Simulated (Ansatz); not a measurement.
# GeSi₁₆: nudged elastic band (part 2 of 2)

Continued. System: GeSi₁₆ (defect cell, 17 atoms in the cell). Method: DFT PBEsol, scalar-relativistic, plane waves, PAW, PAW set soft_1, no spin polarisation (Ansatz 0.2.0); cutoff 420 eV, 2×2×2 k-mesh, Gaussian smearing of 0.02 eV. It belongs to a series of runs on one base structure; here: band between the two ends.

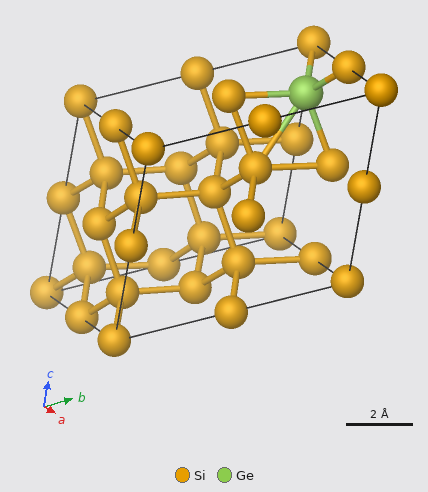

The starting structure (ball-and-stick view of the cell of the calculation, seen slightly off an axis). An atom can appear more than once, as a periodic image.

**Output, continued**
```
  k-point 1: bands = ["-17.4743", "-17.4743", "-17.3560", "-17.3559", "-17.3504", "-5.4050", "-4.4473", "-3.1140", "-2.8028", "-2.6184", "-2.4656", "-2.4335", "-2.3111", "-0.4071", "-0.1068", "0.2592", "0.4489", "0.5254", "0.5913", "1.4661", "2.5530", "2.6109", "2.8156", "2.9929", "3.2524", "3.3522", "3.3634", "4.2830", "4.3075", "4.4717", "4.5958", "4.6754", "4.8634", "5.6397", "5.9294", "5.9490", "6.0157", "6.5022", "7.0065", "7.5365", "8.0340", "8.1703", "8.3604", "8.6017", "8.6617", "9.7563", "9.7584", "9.9953", "10.1408", "10.2784", "10.6096", "10.8139", "10.8727", "10.9247", "11.3252", "11.4732"]
  k-point 2: bands = ["-17.4743", "-17.4743", "-17.3560", "-17.3559", "-17.3504", "-5.4049", "-4.4475", "-3.1140", "-2.8026", "-2.6186", "-2.4654", "-2.4336", "-2.3110", "-0.4069", "-0.1068", "0.2590", "0.4484", "0.5257", "0.5914", "1.4658", "2.5528", "2.6105", "2.8157", "2.9934", "3.2521", "3.3525", "3.3637", "4.2834", "4.3073", "4.4715", "4.5957", "4.6752", "4.8632", "5.6405", "5.9297", "5.9494", "6.0152", "6.5019", "7.0072", "7.5363", "8.0341", "8.1698", "8.3604", "8.6018", "8.6617", "9.7563", "9.7580", "9.9948", "10.1412", "10.2785", "10.6101", "10.8139", "10.8719", "10.9243", "11.3255", "11.4730"]
  k-point 7: bands = ["-17.4743", "-17.4743", "-17.3560", "-17.3559", "-17.3504", "-5.4051", "-4.4470", "-3.1140", "-2.8030", "-2.6181", "-2.4660", "-2.4335", "-2.3111", "-0.4084", "-0.1058", "0.2593", "0.4494", "0.5249", "0.5913", "1.4664", "2.5532", "2.6113", "2.8157", "2.9924", "3.2527", "3.3521", "3.3630", "4.2827", "4.3077", "4.4717", "4.5959", "4.6753", "4.8638", "5.6382", "5.9291", "5.9492", "6.0164", "6.5029", "7.0051", "7.5370", "8.0339", "8.1707", "8.3603", "8.6014", "8.6618", "9.7563", "9.7581", "9.9963", "10.1406", "10.2783", "10.6091", "10.8133", "10.8736", "10.9252", "11.3249", "11.4736"]
this run last wrote the band of iteration 13 to [file]; this run last wrote the band within `neb.f_tol` of iteration 11 to [file]
--- NEB band (6 images, 13 band iterations, 341 SCF iterations) ---
  forward barrier  = 0.327239 eV
  backward barrier = 0.327455 eV
  lagrangian_above_aufbau_ev (what the smearing adds, to first order; not taken off the barriers): saddle image -0.002634 eV, end points -0.000044 and -0.000044 eV
  climbing image's point = of an order that was not read
  energies are F+E_penalty+E_count in eV, relative to image 0
  image     s (Å)  Δ vs image 0  max|band force component| (eV/Å)
      0    0.0000      0.000000                                 —
      1    0.9269      0.273833                          2.104e-3
  *   2    1.8539      0.327239                          6.017e-3
      3    2.3271      0.272654                          4.022e-2
      4    2.8002      0.071659                          2.404e-3
      5    3.2735     -0.000216                                 —
  climbing-image geometry (image 2):
  cell:  # Å, volume = 320.2060 Å³
    - [0.0, 5.43, 5.43]
    - [5.43, 0.0, 5.43]
    - [5.43, 5.43, 0.0]
  atoms:
    - { symbol: Si, position: [0.05261814031259185, -0.017178395103124133, -0.0171633949344361] }
    - { symbol: Si, position: [0.13636994457582502, 0.12615097363699512, 0.12619811034751668] }
    - { symbol: Si, position: [-0.013635934917130645, 0.021185048907191882, 0.49674681540347265] }
    - { symbol: Si, position: [0.13628412232602058, 0.1261823554550062, 0.61240440901442] }
    - { symbol: Si, position: [-0.01370016066801924, 0.4967005827326817, 0.021283958179029477] }
    - { symbol: Si, position: [0.13623093147454124, 0.6123956926072546, 0.12623700216092826] }
    - { symbol: Si, position: [-0.01373882109155275, 0.49674586124633735, 0.49680357487875526] }
    - { symbol: Si, position: [0.03974817077902976, 0.6537273969358097, 0.6538106306303997] }
    - { symbol: Si, position: [0.5077421661436319, 0.00906221639497845, 0.009059266354755346] }
    - { symbol: Si, position: [0.6768328451634924, 0.10807157498951886, 0.10812099777438305] }
    - { symbol: Si, position: [0.5076787528084341, 0.009026665650343685, 0.47529728711297703] }
    - { symbol: Si, position: [0.6130927161549132, 0.1669965483616569, 0.6104048106997553] }
    - { symbol: Si, position: [0.5076215311757319, 0.47522664877523957, 0.009089838420520413] }
    - { symbol: Si, position: [0.6130118774067245, 0.6103694120510094, 0.16700484491934608] }
    - { symbol: Si, position: [0.4205586049494692, 0.5268303934180635, 0.526880029149444] }
    - { symbol: Si, position: [0.6129624812314037, 0.6105538764535069, 0.6106974057131211] }
    - { symbol: Ge, position: [0.597981220174894, 0.801101049487531, 0.8011236341756124] }
```

**The last band as extended XYZ (Å, eV, eV/Å)**
```
17
Lattice="0.0000 5.4300 5.4300 5.4300 0.0000 5.4300 5.4300 5.4300 0.0000" Properties=species:S:1:pos:R:3:forces:R:3 image=0 energy=-14193.31052
Si    0.0285   -0.0447   -0.0504   -0.0083   0.0030   0.0022
Si    1.3947    1.3604    1.3558    0.0166   0.0001   0.0029
Si    2.7126    2.7248   -0.0078   -0.0052  -0.0141   0.0166
Si    4.0795    4.0202    1.3590   -0.0018   0.0062   0.0025
Si    2.7141   -0.0028    2.7193   -0.0069   0.0121  -0.0154
Si    4.0802    1.3626    4.0153    0.0008  -0.0024   0.0062
Si    5.4509    2.7283    2.7245   -0.0026  -0.0175  -0.0203
Si    6.8001    4.0768    4.0710    0.0017  -0.0001  -0.0004
Si    0.0273    2.7632    2.7632   -0.0091  -0.0041  -0.0079
Si    1.3563    4.0724    4.0727    0.0056   0.0015  -0.0021
Si    2.6945    5.3800    2.7695    0.0054   0.0019  -0.0053
Si    4.0789    6.7876    4.1286   -0.0010  -0.0007  -0.0090
Si    2.6966    2.7677    5.3763    0.0039  -0.0005  -0.0001
Si    4.0798    4.1286    6.7840    0.0016  -0.0047   0.0044
Si    5.4502    5.4228    5.4195   -0.0016   0.0164   0.0191
Si    6.7607    6.7901    6.7871   -0.0149  -0.0033   0.0039
Ge    9.4993    6.7866    6.7874    0.0158   0.0062   0.0028
17
Lattice="0.0000 5.4300 5.4300 5.4300 0.0000 5.4300 5.4300 5.4300 0.0000" Properties=species:S:1:pos:R:3:forces:R:3 image=1 energy=-14193.03668
Si   -0.1615    0.1685    0.1670    0.0065  -0.0067  -0.0068
Si    1.3876    1.4172    1.4156    0.0015   0.0043   0.0043
Si    2.7948    2.6422    0.0198   -0.0215   0.0217  -0.0028
Si    4.0202    4.0491    1.4157   -0.0046  -0.0011   0.0043
Si    2.7949    0.0213    2.6405   -0.0216  -0.0028   0.0218
Si    4.0203    1.4172    4.0474   -0.0046   0.0043  -0.0011
Si    5.4163    2.6421    2.6405    0.0030   0.0218   0.0219
Si    6.9844    3.8829    3.8812   -0.0864   0.0864   0.0865
Si    0.0946    2.8256    2.8241   -0.0154   0.0229   0.0228
Si    1.1783    4.2585    4.2569   -0.0082   0.0081   0.0081
Si    2.6118    5.3419    2.8245   -0.0237   0.0147   0.0229
Si    4.1780    6.6891    4.1824   -0.0402   0.0405  -0.0232
Si    2.6119    2.8260    5.3402   -0.0237   0.0228   0.0148
Si    4.1781    4.1838    6.6875   -0.0402  -0.0229   0.0406
Si    5.6278    5.2393    5.2376   -0.0733   0.0729   0.0728
Si    6.6834    6.6889    6.6873    0.0235   0.0403   0.0404
Ge    9.2078    7.0884    7.0868    0.3287  -0.3271  -0.3271
17
Lattice="0.0000 5.4300 5.4300 5.4300 0.0000 5.4300 5.4300 5.4300 0.0000" Properties=species:S:1:pos:R:3:forces:R:3 image=2 energy=-14192.98328
Si   -0.1865    0.1925    0.1924    0.0015  -0.0012  -0.0011
Si    1.3703    1.4257    1.4255   -0.0013   0.0015   0.0011
Si    2.8124    2.6233    0.0410    0.0005   0.0003   0.0002
Si    4.0105    4.0654    1.4252   -0.0021   0.0019   0.0007
Si    2.8127    0.0412    2.6227    0.0007   0.0003   0.0003
Si    4.0108    1.4252    4.0650   -0.0018   0.0008   0.0022
Si    5.3950    2.6230    2.6227   -0.0006  -0.0005  -0.0003
Si    7.0999    3.7660    3.7656    0.0057  -0.0054  -0.0054
Si    0.0984    2.8062    2.8062   -0.0035  -0.0018  -0.0005
Si    1.1739    4.2623    4.2620    0.0018  -0.0005   0.0000
Si    2.6299    5.3376    2.8057    0.0028   0.0012   0.0021
Si    4.2213    6.6436    4.2359   -0.0025   0.0006   0.0014
Si    2.6298    2.8057    5.3369    0.0016   0.0020   0.0004
Si    4.2211    4.2355    6.6430   -0.0040  -0.0002   0.0001
Si    5.7216    5.1446    5.1443   -0.0011   0.0008   0.0002
Si    6.6314    6.6445    6.6437    0.0017   0.0034   0.0014
Ge    8.7001    7.5971    7.5970    0.0006  -0.0033  -0.0028
17
Lattice="0.0000 5.4300 5.4300 5.4300 0.0000 5.4300 5.4300 5.4300 0.0000" Properties=species:S:1:pos:R:3:forces:R:3 image=3 energy=-14193.03786
Si   -0.1507    0.1537    0.1547    0.0545  -0.0610  -0.0617
Si    1.3739    1.4174    1.4186    0.0204  -0.0301  -0.0302
Si    2.7894    2.6386    0.0322   -0.0005   0.0057  -0.0318
Si    4.0195    4.0534    1.4185    0.0259  -0.0274  -0.0293
Si    2.7896    0.0304    2.6391   -0.0007  -0.0316   0.0061
Si    4.0196    1.4171    4.0539    0.0259  -0.0292  -0.0278
Si    5.4132    2.6395    2.6402    0.0311   0.0052   0.0055
Si    7.0030    3.8646    3.8657   -0.0956   0.0997   0.1000
Si    0.1069    2.7974    2.7982    0.0116  -0.0299  -0.0297
Si    1.2053    4.2304    4.2317    0.0563  -0.0562  -0.0562
Si    2.6357    5.3277    2.7947    0.0363  -0.0350  -0.0351
Si    4.1945    6.6466    4.1774    0.0176   0.0064  -0.0891
Si    2.6361    2.7936    5.3286    0.0365  -0.0355  -0.0365
Si    4.1940    4.1753    6.6469    0.0179  -0.0893   0.0080
Si    5.6652    5.2087    5.2101   -0.0560   0.0560   0.0558
Si    6.7044    6.6607    6.6605    0.0981   0.0024   0.0043
Ge    8.4772    7.8417    7.8440   -0.2794   0.2498   0.2478
17
Lattice="0.0000 5.4300 5.4300 5.4300 0.0000 5.4300 5.4300 5.4300 0.0000" Properties=species:S:1:pos:R:3:forces:R:3 image=4 energy=-14193.23886
Si   -0.0856    0.0829    0.0850    0.0514  -0.0545  -0.0547
Si    1.3669    1.3793    1.3817    0.0064  -0.0342  -0.0343
Si    2.7597    2.6691    0.0358   -0.0080   0.0094  -0.0078
Si    4.0484    4.0602    1.3870    0.0285  -0.0054  -0.0304
Si    2.7595    0.0327    2.6714   -0.0082  -0.0078   0.0097
Si    4.0483    1.3847    4.0622    0.0284  -0.0302  -0.0054
Si    5.4149    2.6764    2.6785    0.0111   0.0136   0.0137
Si    6.8826    3.9980    4.0010   -0.0687   0.0756   0.0756
Si    0.0737    2.7518    2.7541   -0.0102  -0.0389  -0.0388
Si    1.2666    4.1678    4.1703    0.0495  -0.0490  -0.0492
Si    2.6782    5.3494    2.7566    0.0370   0.0042  -0.0348
Si    4.1521    6.6832    4.1460   -0.0158   0.0132  -0.0330
Si    2.6782    2.7543    5.3511    0.0369  -0.0348   0.0039
Si    4.1516    4.1426    6.6849   -0.0157  -0.0325   0.0137
Si    5.5629    5.3134    5.3163   -0.0532   0.0578   0.0579
Si    6.7439    6.6980    6.6992    0.0340   0.0145   0.0150
Ge    8.2987    8.0106    8.0136   -0.1036   0.0992   0.0987
17
Lattice="0.0000 5.4300 5.4300 5.4300 0.0000 5.4300 5.4300 5.4300 0.0000" Properties=species:S:1:pos:R:3:forces:R:3 image=5 energy=-14193.31073
Si    0.0048   -0.0019    0.0017   -0.0006   0.0003  -0.0003
Si    1.3512    1.3484    1.3522   -0.0016  -0.0001   0.0006
Si    2.7198    2.7131    0.0575   -0.0003   0.0002   0.0004
Si    4.0885    4.0777    1.3522    0.0024   0.0002   0.0000
Si    2.7198    0.0531    2.7168    0.0001   0.0003  -0.0001
Si    4.0885    1.3484    4.0813    0.0027  -0.0006   0.0003
Si    5.4027    2.7130    2.7167    0.0022   0.0000   0.0000
Si    6.7694    4.1210    4.1255   -0.0030  -0.0023  -0.0029
Si    0.0370    2.7130    2.7168   -0.0012   0.0003  -0.0003
Si    1.3511    4.0777    4.0813   -0.0016  -0.0004  -0.0002
Si    2.7198    5.3730    2.7167   -0.0003  -0.0004  -0.0003
Si    4.1001    6.7358    4.1247    0.0019   0.0003  -0.0008
Si    2.7198    2.7130    5.3761    0.0001   0.0001  -0.0003
Si    4.1003    4.1202    6.7388    0.0009  -0.0007   0.0013
Si    5.4340    5.4281    5.4317   -0.0004  -0.0001   0.0001
Si    6.7694    6.7350    6.7380   -0.0030   0.0025   0.0029
Ge    8.1486    8.1431    8.1467    0.0017   0.0003  -0.0004
```

The run was set up as follows.

**Input**
```yaml
crystal:
  lattice:
    - [0.0, 5.43, 5.43]
    - [5.43, 0.0, 5.43]
    - [5.43, 5.43, 0.0]
  atoms:
    - { symbol: Si, position: [-0.01137915, 0.00209737, 0.00315099] }
    - { symbol: Si, position: [0.12168073, 0.1279984, 0.12884845] }
    - { symbol: Si, position: [0.00040644, -0.00184169, 0.50140336] }
    - { symbol: Si, position: [0.1196838, 0.13059418, 0.62069001] }
    - { symbol: Si, position: [0.00021571, 0.50057448, -0.00073948] }
    - { symbol: Si, position: [0.11948765, 0.6199705, 0.13145404] }
    - { symbol: Si, position: [0.000174, 0.50157787, 0.50227002] }
    - { symbol: Si, position: [0.12409971, 0.62563195, 0.626695] }
    - { symbol: Si, position: [0.50636207, 0.00251131, 0.00251815] }
    - { symbol: Si, position: [0.62511024, 0.12492139, 0.12486481] }
    - { symbol: Si, position: [0.50230175, 0.00774063, 0.48849242] }
    - { symbol: Si, position: [0.62958268, 0.13075184, 0.62042876] }
    - { symbol: Si, position: [0.50159869, 0.48850584, 0.00811044] }
    - { symbol: Si, position: [0.62917168, 0.62017764, 0.13116555] }
    - { symbol: Si, position: [0.49652058, 0.50155419, 0.50216038] }
    - { symbol: Si, position: [0.62766501, 0.62225912, 0.62281433] }
    - { symbol: Ge, position: [0.37519549, 0.87478469, 0.87463297] }
basis:
  ecutwfc: 420.0
kpoints:
  mp_grid: { grid: [2, 2, 2] }
hamiltonian:
  xc: pbesol
  pseudopotentials: { kind: paw, azcp: { folder: soft_1 } }
scf:
  occupations: { method: gaussian, width: 0.02 }
  lower_state_search: "off"
neb:
  images: 4
  f_tol: 0.05
  max_iterations: 29
  order_check: false
  climbing: immediate
  final_atoms:
    - { symbol: Si, position: [-0.00046165, 0.00078192, 0.00010762] }
    - { symbol: Si, position: [0.12425568, 0.12476507, 0.12406635] }
    - { symbol: Si, position: [0.00466946, 0.00591171, 0.49497984] }
    - { symbol: Si, position: [0.12351353, 0.12550834, 0.62744686] }
    - { symbol: Si, position: [0.00460463, 0.49572062, 0.00517039] }
    - { symbol: Si, position: [0.12350386, 0.62811169, 0.12482711] }
    - { symbol: Si, position: [0.00249898, 0.49782319, 0.49714148] }
    - { symbol: Si, position: [0.13601331, 0.62374101, 0.62292408] }
    - { symbol: Si, position: [0.49657553, 0.00376445, 0.00304797] }
    - { symbol: Si, position: [0.62687957, 0.12474323, 0.1240849] }
    - { symbol: Si, position: [0.49446034, 0.00585435, 0.49503725] }
    - { symbol: Si, position: [0.62251153, 0.13710029, 0.61797421] }
    - { symbol: Si, position: [0.49441158, 0.49565972, 0.00522792] }
    - { symbol: Si, position: [0.62235632, 0.61868318, 0.13643198] }
    - { symbol: Si, position: [0.4996093, 0.50070507, 0.50003702] }
    - { symbol: Si, position: [0.61728354, 0.62360712, 0.62305657] }
    - { symbol: Ge, position: [0.74964534, 0.75067423, 0.7499962] }
```

Command:
```bash
ansatz run input.yaml --threads 1 --pin off --max-ram 3072MiB --backend cpu --events-out ev --progress --plain --runs-dir out
```

**Key numbers**

```json
{"quantity": "outcome", "value": "converged"}
{"quantity": "barrier, forward", "value": "0.327 eV"}
{"quantity": "barrier, backward", "value": "0.328 eV"}
{"quantity": "electrons treated", "value": "78"}
{"quantity": "hardware", "value": "1 thread of Arm Neoverse V2, 24 GiB of memory available, shared host"}
{"quantity": "wall time", "value": "5.2 min"}
{"quantity": "peak memory", "value": "0.8 GiB"}
```

The program warns: the PAW datasets were made with another functional. The k-point mesh is coarse for a cell of this size, so the results may not be converged. The order of the saddle point was not checked.
